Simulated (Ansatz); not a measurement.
**From B to Al**

System: B (1 atom in the cell).
Method of run 1: DFT PBE+D3(BJ), scalar-relativistic, plane waves, PAW, no spin polarisation (Ansatz 0.2.0).
System of run 2: Al (1 atom in the cell).

On run 1: The structure was made by swapping elements on the sites of another compound; it need not be a known phase. On run 2: The structure was made by swapping elements on the sites of another compound; it need not be a known phase. It belongs to a series of runs on one base structure; here: Tl -> Al on all its sites, cell and atoms relaxed. Text and figures count atoms from 1; the logs count them from 0 in places.

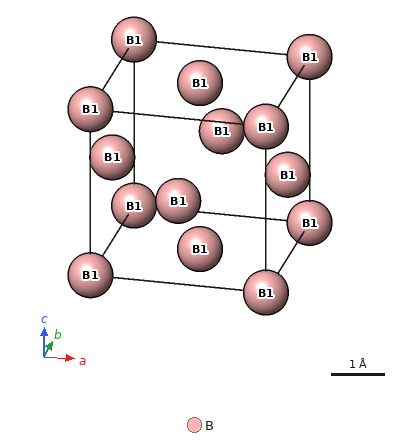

The input geometry (ball-and-stick view of the cell 4 times as large as that of the calculation, set on its symmetry axes, seen at an oblique angle; atoms are numbered from 1 in the order of the input).

Input, run 1:
```yaml
crystal:
  lattice:
    - [0.0, 1.7157029075, 1.7157029075]
    - [1.7157029075, 0.0, 1.7157029075]
    - [1.7157029075, 1.7157029075, 0.0]
  atoms:
    - { symbol: B, position: [0.0, 0.0, 0.0] }
basis:
  ecutwfc: 420
kpoints:
  mp_grid: { grid: [8, 8, 8] }
hamiltonian:
  xc: pbe
  dispersion: d3bj
scf:
  occupations: { method: gaussian, width: 0.1 }
output:
  forces: true
  stress: true
  eigenvalues: true
```

Command:
```bash
ansatz run input.yaml --threads 1 --pin off --max-ram 2560MiB --backend cpu --events-out ev --progress --plain --runs-dir out
```

Hardware: 1 thread of Intel Xeon @ 2.50GHz (Skylake/Cascade Lake), 192 GiB of memory available, shared host.

Output, shortened to warnings, some set-up lines, iterations and results (run 1):
```
Basis set: ecut = 420 eV, 181 PW (Γ), exchange–correlation on 36×36×36 points (8 copies of the dense FFT grid, shifted against one another)
Symmetry: 48 space group operations
k-points: 29 of 512
Initial density: superposition of atomic densities (neutral atoms: chi_scale 0, normalization atom), corrected by the library's trained network
[...]
SCF iter   1: F=—  HF=-153.958086 eV  |F-HF|=—  |Δ(HF+E_count)|=         —  Δρ=1.30e-3  dr2=1.12e-4  ethr=1.77e-3  ⟨swp⟩=4.3  Hψ=1279  notcnv=0
SCF iter   2: F=—  HF=-153.958074 eV  |F-HF|=—  |Δ(HF+E_count)|=   1.13e-5  Δρ=8.14e-4  dr2=4.27e-5  ethr=3.72e-6  ⟨swp⟩=1.3  Hψ=415  notcnv=0
SCF iter   3: F=—  HF=-153.958126 eV  |F-HF|=—  |Δ(HF+E_count)|=   5.20e-5  Δρ=1.95e-4  dr2=3.27e-6  ethr=1.42e-6  ⟨swp⟩=1.5  Hψ=183  notcnv=0
SCF iter   4: F=—  HF=-153.958125 eV  |F-HF|=—  |Δ(HF+E_count)|=   9.91e-7  Δρ=8.72e-5  dr2=6.28e-7  ethr=1.09e-7  ⟨swp⟩=1.0  Hψ=161  notcnv=0
SCF iter   5: F=-153.958125 eV  HF=-153.958125 eV  |F-HF|=1.33e-9  |Δ(HF+E_count)|=   2.37e-7  Δρ=6.60e-6  dr2=3.65e-9  ethr=2.09e-8  ⟨swp⟩=1.7  Hψ=189  notcnv=0
SCF iter   6: F=-153.958125 eV  HF=-153.958125 eV  |F-HF|=1.72e-10  |Δ(HF+E_count)|=   1.17e-9  Δρ=2.34e-6  dr2=4.52e-10  ethr=1.22e-10  ⟨swp⟩=3.0  Hψ=614  notcnv=0
SCF 1 converged in 6 iterations: F = -153.958125 eV  dr2 = 4.52e-10
SCF converged after 6 iterations
Free energy (F): -153.958125 eV
Harris-Foulkes:  -153.958125 eV  (|F-HF|=1.72e-10)
Internal energy: -153.955089 eV  (E = F + TS)
E sigma→0 (E₀):  -153.956607 eV
Entropy (-TS):   -0.003036 eV (-3.036 meV/atom)
Fermi energy:    6.948466 eV
--- Per-component energies (eV) ---
  E_band       = 4.811842
  E_kinetic    = 36.814962
  E_local      = -10.499113  (includes V_loc(G=0)·N_el)
  E_nonlocal   = 12.567778
  E_hartree    = 0.914009
  E_xc         = -28.687964
  E_vxc        = -33.681159  (∫ρ·V_xc dr)
  E_paw        = -78.092448  (= ΣΔE_a)
  E_vpaw       = -2.218607  (= ΣTr[D̂ρ^β])
  E_aug_tail   = -0.000001  (compensation charges beyond the density's cutoff)
  E_ewald      = -86.580184
  E_disp       = -0.392127  (pairwise vdW)
  E_smearing   = -0.003036  (= −TS)
  E_closure    = -0.000000  (closes the sum)
  Σ components = -153.958125   (vs F -153.958125, Δ=0.00e0)
--- Forces (eV/Å), atoms counted from 1 ---
  atom   1  B      0.00000000     0.00000000     0.00000000
  max |Σ_I F_I| component: 8.22e-33 eV/Å
--- Stress (GPa, compression-positive) ---
      -49.292359       0.000000       0.000000
        0.000000     -49.292359      -0.000000
        0.000000      -0.000000     -49.292359
  P = ⅓ Tr σ = -49.2924 GPa (-492.924 kbar)
```

For run 2 the input was changed thus:
```diff
-    - [0.0, 1.7157029075, 1.7157029075]
-    - [1.7157029075, 0.0, 1.7157029075]
-    - [1.7157029075, 1.7157029075, 0.0]
+    - [0.0, 2.16762012, 2.16762012]
+    - [2.16762012, 0.0, 2.16762012]
+    - [2.16762012, 2.16762012, 0.0]
-    - { symbol: B, position: [0.0, 0.0, 0.0] }
+    - { symbol: Al, position: [0.0, 0.0, 0.0] }
```

How does run 2 compare with run 1?

The total energies belong to different systems, so their difference says nothing on which is more stable or more accurate. The pressure goes from −49.29 to −12.48 GPa. The volume per atom goes from 10.10 to 20.37 Å³. The number of SCF iterations is the same. The plane waves at Γ go from 181 to 411.

Output, shortened to warnings, some set-up lines, iterations and results (run 2):
```
Basis set: ecut = 420 eV, 411 PW (Γ), exchange–correlation on 48×48×48 points (8 copies of the dense FFT grid, shifted against one another)
Symmetry: 48 space group operations
k-points: 29 of 512
Initial density: superposition of atomic densities (neutral atoms: chi_scale 0, normalization atom), corrected by the library's trained network
[...]
SCF iter   1: F=—  HF=-537.612710 eV  |F-HF|=—  |Δ(HF+E_count)|=         —  Δρ=1.36e-3  dr2=3.98e-4  ethr=1.77e-3  ⟨swp⟩=4.6  Hψ=1493  notcnv=0
SCF iter   2: F=—  HF=-537.612666 eV  |F-HF|=—  |Δ(HF+E_count)|=   4.42e-5  Δρ=6.54e-4  dr2=9.20e-5  ethr=1.33e-5  ⟨swp⟩=1.3  Hψ=418  notcnv=0
SCF iter   3: F=—  HF=-537.612662 eV  |F-HF|=—  |Δ(HF+E_count)|=   4.06e-6  Δρ=3.43e-5  dr2=3.25e-7  ethr=3.07e-6  ⟨swp⟩=1.0  Hψ=162  notcnv=0
SCF iter   4: F=-537.612662 eV  HF=-537.612662 eV  |F-HF|=5.92e-10  |Δ(HF+E_count)|=   3.86e-8  Δρ=2.59e-6  dr2=1.24e-9  ethr=1.08e-8  ⟨swp⟩=2.1  Hψ=203  notcnv=0
SCF iter   5: F=-537.612662 eV  HF=-537.612662 eV  |F-HF|=4.21e-12  |Δ(HF+E_count)|=  5.93e-10  Δρ=1.82e-7  dr2=5.06e-12  ethr=4.15e-11  ⟨swp⟩=1.1  Hψ=163  notcnv=0
SCF iter   6: F=-537.612662 eV  HF=-537.612662 eV  |F-HF|=2.27e-13  |Δ(HF+E_count)|=  5.34e-12  Δρ=8.89e-9  dr2=8.44e-15  ethr=1.00e-12  ⟨swp⟩=1.9  Hψ=578  notcnv=0
SCF 1 converged in 6 iterations: F = -537.612662 eV  dr2 = 8.44e-15
SCF converged after 6 iterations
Free energy (F): -537.612662 eV
Harris-Foulkes:  -537.612662 eV  (|F-HF|=2.27e-13)
Internal energy: -537.609627 eV  (E = F + TS)
E sigma→0 (E₀):  -537.611144 eV
Entropy (-TS):   -0.003034 eV (-3.034 meV/atom)
Fermi energy:    5.959418 eV
--- Per-component energies (eV) ---
  E_band       = 6.123618
  E_kinetic    = 19.941986
  E_local      = 6.514411  (includes V_loc(G=0)·N_el)
  E_nonlocal   = 10.095592
  E_hartree    = 0.117579
  E_xc         = -38.432053
  E_vxc        = -27.248644  (∫ρ·V_xc dr)
  E_paw        = -467.046922  (= ΣΔE_a)
  E_vpaw       = -3.414884  (= ΣTr[D̂ρ^β])
  E_aug_tail   = -0.000002  (compensation charges beyond the density's cutoff)
  E_ewald      = -68.529477
  E_disp       = -0.270741  (pairwise vdW)
  E_smearing   = -0.003034  (= −TS)
  E_closure    = -0.000000  (closes the sum)
  Σ components = -537.612662   (vs F -537.612662, Δ=0.00e0)
--- Forces (eV/Å), atoms counted from 1 ---
  atom   1  Al    -0.00000000    -0.00000000    -0.00000000
  max |Σ_I F_I| component: 3.49e-32 eV/Å
--- Stress (GPa, compression-positive) ---
      -12.478413      -0.000000      -0.000000
        0.000000     -12.478413      -0.000000
        0.000000       0.000000     -12.478413
  P = ⅓ Tr σ = -12.4784 GPa (-124.784 kbar)
```

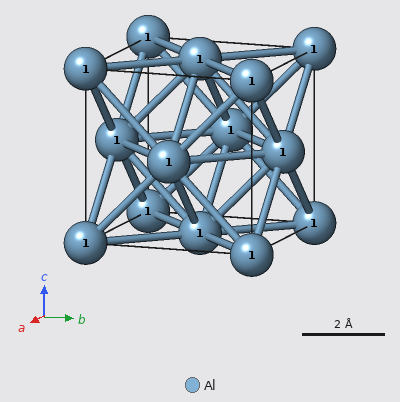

The input structure of run 2 (ball-and-stick view of the cell 4 times as large as that of the calculation, set on its symmetry axes, seen slightly off an axis; atoms are numbered from 1 in the order of the input).

The two runs side by side:

| quantity | run 1 | run 2 |
| --- | --- | --- |
| outcome | converged | converged |
| free energy per atom (eV) | −153.9581 | −537.6127 |
| energy per atom, smearing taken to zero (eV) | −153.9566 | −537.6111 |
| gap on the mesh (eV) | 0.00 | 0.00 |
| pressure (GPa) | −49.29 | −12.48 |
| volume per atom (Å³) | 10.10 | 20.37 |
| largest force (eV/Å) | 0.000 | 0.000 |
| SCF iterations | 6 | 6 |
| irreducible k-points | 29 | 29 |
| plane waves at Γ | 181 | 411 |

For run 1: The cell is under a tension of 49 GPa at this level, so it is not at its equilibrium volume. For run 2: The cell is under a tension of 12.5 GPa at this level, so it is not at its equilibrium volume.
